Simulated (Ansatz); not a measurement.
## Band-structure calculation, with input and output: MgS

- system: MgS (2 atoms in the cell)
- method: DFT, r2SCAN, PAW with Ansatz's default frozen-core files, scalar-relativistic, no spin polarisation (Ansatz 0.2.0)

The structure derives from an entry of the Crystallography Open Database. It belongs to a series of runs on one base structure; here: functional r2scan, PAW files. Figures and captions count atoms from 1; the log counts them from 0 in places.

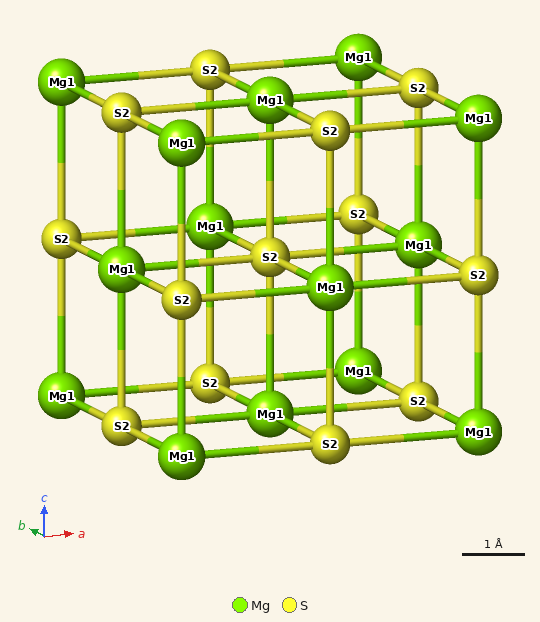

**Figure 1.** The structure (ball-and-stick view of the cell 4 times as large as that of the calculation, set on its symmetry axes, seen slightly off an axis; atoms are numbered from 1 in the order of the input). An atom can appear more than once, as a periodic image. Near neighbours in the periodic cell (some may lie outside the picture): Mg has 6 S at 2.60 Å; S has 6 Mg at 2.60 Å.

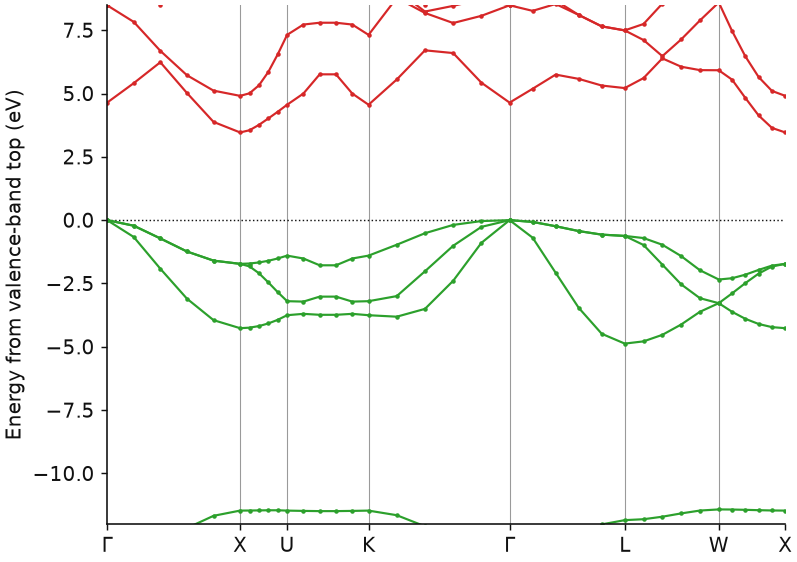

**Figure 2.** Band structure along Γ–X–U–K–Γ–L–W–X, with energies from the valence-band top. There is a gap of 3.46 eV on this path, indirect, from Γ to X.

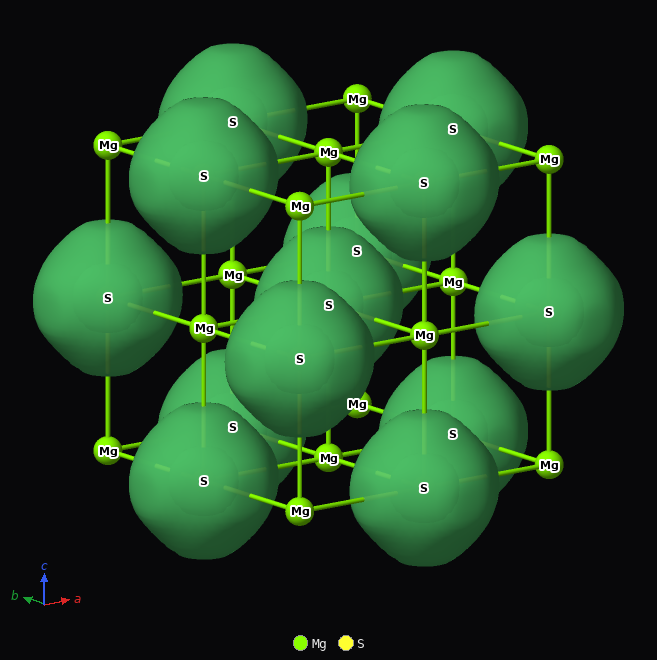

**Figure 3.** Isosurface of the ELF at 0.75 (green), seen at an oblique angle. Only the valence region is drawn (cores and ρ < 0.01 e/Å³ removed). Sticks mark near contacts. The outline is the cell set on symmetry axes. Along the contacts the grid gives the following. In a PAW calculation such maps are meaningful between the atoms, not at the nuclei.

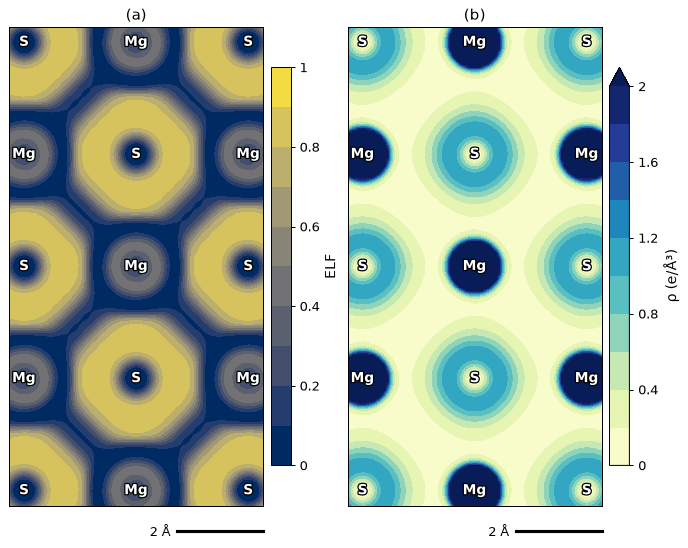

**Figure 4.** (a) ELF; (b) valence charge density (pseudo) on the (010) plane of the conventional cell. The section cuts through Mg and S sites. Mg–S (2.60 Å): ρ is about 0.27 e/Å³ halfway; the ELF is about 0.75 at the midpoint, which marks a largely ionic contact. Away from the nuclei the density in this plane falls to 0.08 e/Å³ at its lowest.

These pictures come from the run below.

**Input**
```yaml
crystal:
  lattice:
    - [0.0, 2.60165, 2.60165]
    - [2.60165, 0.0, 2.60165]
    - [2.60165, 2.60165, 0.0]
  atoms:
    - { symbol: Mg, position: [0.0, 0.0, 0.0] }
    - { symbol: S, position: [0.5, 0.5, 0.5] }
kpoints:
  mp_grid: { grid: [10, 10, 10] }
  band_path:
    path:
      - [0.0, 0.0, 0.0]
      - [0.5, 0.0, 0.5]
      - [0.625, 0.25, 0.625]
      - [0.375, 0.375, 0.75]
      - [0.0, 0.0, 0.0]
      - [0.5, 0.5, 0.5]
      - [0.5, 0.25, 0.75]
      - [0.5, 0.0, 0.5]
    npoints: 5
scf:
  occupations: { method: fermi_dirac, width: 0.03 }
hamiltonian:
  xc: r2scan
  pseudopotentials: { kind: paw }
output:
  forces: true
  stress: true
  eigenvalues: true
  efg: { contact_densities: true }
  write_density: true
  write_potential: true
  elf: true
  volumetric_format: npy
```

Launch command:
```bash
ansatz run input.yaml --threads 1 --pin off --max-ram 2048MiB --backend cpu --events-out ev --progress --plain --runs-dir out
```

**Output**
```
Engine: ansatz 0.2.0, aarch64-unknown-linux-gnu
Pseudopotentials: kind: paw
Pseudopotential: Mg, paw, valence charge 10, recommended cutoff 500 eV (meta_gga), Mg.paw.azcp
Pseudopotential: S, paw, valence charge 6, recommended cutoff 500 eV (meta_gga), S.paw.azcp
Functional definition: r2SCAN
  parameter k0 = 0.174
  parameter k1 = 0.065
  parameter a1 = 4.9479
  exchange = r2scan_x(k0 = k0, k1 = k1, a1 = a1)
  correlation = r2scan_c
Crystal: 2 atoms, lattice volume = 35.219 Å³
Basis set: ecut = 500 eV, 893 PW (Γ), exchange–correlation on 108×108×108 points (64 copies of the dense FFT grid, shifted against one another)
Bands: 12, of which v1, the nominal top of the filled ones, is band 8 counted from 1 (7 counted from 0)
Symmetry: 48 space group operations
Space group: Fm-3m (ITA 225), of the structure as read, at distance tolerance 3.3e-5 Å
k-points: 47 of 1000
Non-local potential: Mg, projectors of the file, l = 0: 3, l = 1: 2, l = 2: 1
Non-local potential: S, projectors of the file, l = 0: 2, l = 1: 2, l = 2: 2
PAW form: soft (Blöchl's): semilocal exchange-correlation on the pseudo side does not see the compensation charge
PAW frozen core: Mg, regenerated for the run's functional (the file was generated under x = pbe(κ = 0.804, μ = 0.2195149727645171), c = pbe(β = 0.06672455060314922))
PAW frozen core: S, regenerated for the run's functional (the file was generated under x = pbe(κ = 0.804, μ = 0.2195149727645171), c = pbe(β = 0.06672455060314922))
PAW one-centre angular grid: Mg, 302 points (default); XC on 224 Gauss nodes
PAW one-centre angular grid: S, 302 points (default); XC on 160 Gauss nodes
Initial density: superposition of atomic densities (neutral atoms: chi_scale 0, normalization atom), corrected by the library's trained network
Initial wavefunctions: pseudopotential atomic-orbital guess
Functional: x = r2scan, c = r2scan; τ floored in thin density (d = 2e-4 eV/Å³)
SCF iter   1: F=—  HF=-2835.529411 eV  |F-HF|=—  |Δ(HF+E_count)|=         —  Δρ=7.02e-3  dr2=6.61e-3  dr2_τ=7.35e-3  ethr=1.77e-3  ⟨swp⟩=5.8  Hψ=3534  notcnv=0
preconditioner: auto → none  [insulator: Δε(μ)=3.396 eV  Ē_g=12.612 eV  σ=0.030 eV  W_gap=1.00  n_scr=8 (ndim 8)  ℏωp=17.7 eV  f_vac=0.000  D(μ)=0.00/eV (n_scr^D=0)  ε∞_Penn≈3.0]
SCF iter   2: F=—  HF=-2835.575924 eV  |F-HF|=—  |Δ(HF+E_count)|=   4.65e-2  Δρ=2.91e-3  dr2=2.15e-3  dr2_τ=5.43e-5  ethr=4.13e-5  ⟨swp⟩=2.1  Hψ=1510  notcnv=0
SCF iter   3: F=—  HF=-2835.576227 eV  |F-HF|=—  |Δ(HF+E_count)|=   3.03e-4  Δρ=8.71e-4  dr2=2.21e-4  dr2_τ=2.18e-5  ethr=1.34e-5  ⟨swp⟩=2.0  Hψ=918  notcnv=0
SCF iter   4: F=—  HF=-2835.576176 eV  |F-HF|=—  |Δ(HF+E_count)|=   5.05e-5  Δρ=1.59e-4  dr2=5.26e-6  dr2_τ=4.57e-7  ethr=1.38e-6  ⟨swp⟩=2.1  Hψ=740  notcnv=0
SCF iter   5: F=—  HF=-2835.576178 eV  |F-HF|=—  |Δ(HF+E_count)|=   1.84e-6  Δρ=1.24e-5  dr2=2.18e-8  dr2_τ=3.56e-9  ethr=3.29e-8  ⟨swp⟩=2.3  Hψ=917  notcnv=0
SCF iter   6: F=-2835.576178 eV  HF=-2835.576178 eV  |F-HF|=6.08e-9  |Δ(HF+E_count)|=   2.31e-8  Δρ=4.56e-6  dr2=7.25e-9  dr2_τ=3.29e-10  ethr=1.36e-10  ⟨swp⟩=5.5  Hψ=3031  notcnv=0
SCF 1 converged in 6 iterations: F = -2835.576178 eV  dr2 = 7.25e-9
  greatest PAW one-centre occupation: 1.000 electrons in one spin orbital (limit 2), on the Mg atom at site 0 (counted from 0), in its partial waves of l = 0
NSCF: frozen V_eff on 36 k-points
SCF converged after 6 iterations
Free energy (F): -2835.576178 eV
Harris-Foulkes:  -2835.576178 eV  (|F-HF|=6.08e-9)
Internal energy: -2835.576178 eV  (E = F + TS)
E sigma→0 (E₀):  -2835.576178 eV
Fermi energy:    7.899809 eV
--- Per-component energies (eV) ---
  E_band       = -349.386927
  E_kinetic    = 184.894714
  E_local      = -1667.168398  (includes V_loc(G=0)·N_el)
  E_nonlocal   = 123.582159
  E_hartree    = 593.956001
  E_xc         = -120.722434
  E_vxc        = -136.251491  (∫ρ·V_xc dr)
  E_paw        = -906.242223  (= ΣΔE_a)
  E_vpaw       = -49.339719  (= ΣTr[D̂ρ^β])
  E_aug_tail   = -0.000001  (compensation charges beyond the density's cutoff)
  E_vtau       = 6.985471  (kinetic-family band-sum trace: ∫τ·v_τ [+ j·A + Jᵃ·Aᵃ] dr)
  E_ewald      = -1043.740020
  E_core_change = -0.135975  (= ΣΔE_core)
  E_smearing   = -0.000000  (= −TS)
  E_closure    = 0.000000  (closes the sum)
  Σ components = -2835.576178   (vs F -2835.576178, Δ=0.00e0)
--- Forces (eV/Å), atoms counted from 1 ---
  atom   1  Mg    -0.00000000     0.00000000    -0.00000000
  atom   2  S      0.00000000     0.00000000     0.00000000
  max |Σ_I F_I| component: 2.50e-30 eV/Å
--- Stress (GPa, compression-positive) ---
       -0.010152      -0.000000      -0.000000
        0.000000      -0.010152       0.000000
       -0.000000      -0.000000      -0.010152
  P = ⅓ Tr σ = -0.0102 GPa (-0.102 kbar)
--- PAW observables at the nuclei: V_zz in 10²¹ V/m², potentials from the cell's mean, atoms counted from 1 ---
  atom   1  Mg V_zz =    -0.000000   η = 0.0000   by run symmetry: forbidden
            electrostatic potential = -1101.675619 V   contact ρ = 7781.874395 e/Å³
  atom   2  S  V_zz =    -0.000000   η = 0.0000   by run symmetry: forbidden
            electrostatic potential = -1633.102626 V   contact ρ = 19733.659181 e/Å³
--- Band table (eV; the first three rows and the last of 47) ---
  k-point 0: bands = ["-71.3919", "-36.4906", "-36.4906", "-36.4906", "-7.0268", "6.1588", "6.1588", "6.1588", "10.7993", "14.6413", "14.6413", "14.6413"]
  k-point 1: bands = ["-71.3919", "-36.4912", "-36.4906", "-36.4906", "-6.9260", "5.4665", "6.0889", "6.0889", "11.3454", "14.4220", "14.8347", "14.8347"]
  k-point 2: bands = ["-71.3918", "-36.4928", "-36.4908", "-36.4908", "-6.6421", "4.0810", "5.9182", "5.9182", "11.9058", "14.6925", "14.8313", "14.8313"]
  k-point 46: bands = ["-71.3915", "-36.4952", "-36.4942", "-36.4931", "-5.2667", "2.5398", "3.2679", "3.8657", "11.7059", "13.6281", "15.4282", "15.9383"]
```

**File rho_z.tsv**
```
# z_ang	rho[e/angstrom^3]
# format = ansatz-planar-average/11
# lattice	0.000000000	2.601650000	2.601650000
# lattice	2.601650000	0.000000000	2.601650000
# lattice	2.601650000	2.601650000	0.000000000
# sites	2
# site	12	0.000000000	0.000000000	0.000000000
# site	16	2.601650000	2.601650000	2.601650000
0.000000	1.167731e0
0.136270	1.070960e0
0.272540	8.293001e-1
0.408810	5.545813e-1
0.545080	3.480233e-1
0.681350	2.471828e-1
0.817620	2.295078e-1
0.953890	2.529381e-1
1.090160	2.877825e-1
1.226430	3.199926e-1
1.362700	3.427726e-1
1.498969	3.539905e-1
1.635239	3.564918e-1
1.771509	3.556703e-1
1.907779	3.556703e-1
2.044049	3.564918e-1
2.180319	3.539905e-1
2.316589	3.427726e-1
2.452859	3.199926e-1
2.589129	2.877825e-1
2.725399	2.529381e-1
2.861669	2.295078e-1
2.997939	2.471828e-1
3.134209	3.480233e-1
3.270479	5.545813e-1
3.406749	8.293001e-1
3.543019	1.070960e0
```

**File v_z.tsv**
```
# z_ang	v_es[eV]	v_tot[eV]
# format = ansatz-planar-average/11
# xc	r2scan
# density_cutoff_ev	2000
# datasets	Mg=:simpson_from_first_knot:soft:shift=0	S=:simpson_from_first_knot:soft:shift=0
# lattice	0.000000000	2.601650000	2.601650000
# lattice	2.601650000	0.000000000	2.601650000
# lattice	2.601650000	2.601650000	0.000000000
# sites	2
# site	12	0.000000000	0.000000000	0.000000000
# site	16	2.601650000	2.601650000	2.601650000
0.000000	-4.632112e-1	-8.847903e0
0.136270	-1.402607e-1	-8.670890e0
0.272540	7.584842e-1	-8.021556e0
0.408810	2.035752e0	-6.928340e0
0.545080	3.395770e0	-5.691305e0
0.681350	4.514858e0	-4.676585e0
0.817620	5.089766e0	-4.362649e0
0.953890	4.982201e0	-4.892856e0
1.090160	4.353802e0	-5.957926e0
1.226430	3.558337e0	-7.166412e0
1.362700	2.901174e0	-8.157266e0
1.498969	2.489040e0	-8.852421e0
1.635239	2.281939e0	-9.327119e0
1.771509	2.201262e0	-9.549606e0
1.907779	2.201262e0	-9.549606e0
2.044049	2.281939e0	-9.327119e0
2.180319	2.489040e0	-8.852421e0
2.316589	2.901174e0	-8.157266e0
2.452859	3.558337e0	-7.166412e0
2.589129	4.353802e0	-5.957926e0
2.725399	4.982201e0	-4.892856e0
2.861669	5.089766e0	-4.362649e0
2.997939	4.514858e0	-4.676585e0
3.134209	3.395770e0	-5.691305e0
3.270479	2.035752e0	-6.928340e0
3.406749	7.584842e-1	-8.021556e0
3.543019	-1.402607e-1	-8.670890e0
```

**Results in brief**

```tsv
quantity	value
outcome	converged
space group (tolerance 0.01 Å)	Fm-3m (225)
electrons treated	16
free energy	−2835.5762 eV
Fermi energy	7.900 eV
gap on the k-point mesh	3.46 eV
pressure	−0.01 GPa
field gradient V_zz (10²¹ V/m²)	zero at all sites
largest force (length of the vector)	under 0.001 eV/Å
hardware	1 thread of Arm Neoverse V1, 24 GiB of memory available, shared host
wall time	5.7 s
peak memory	0.38 GiB
```
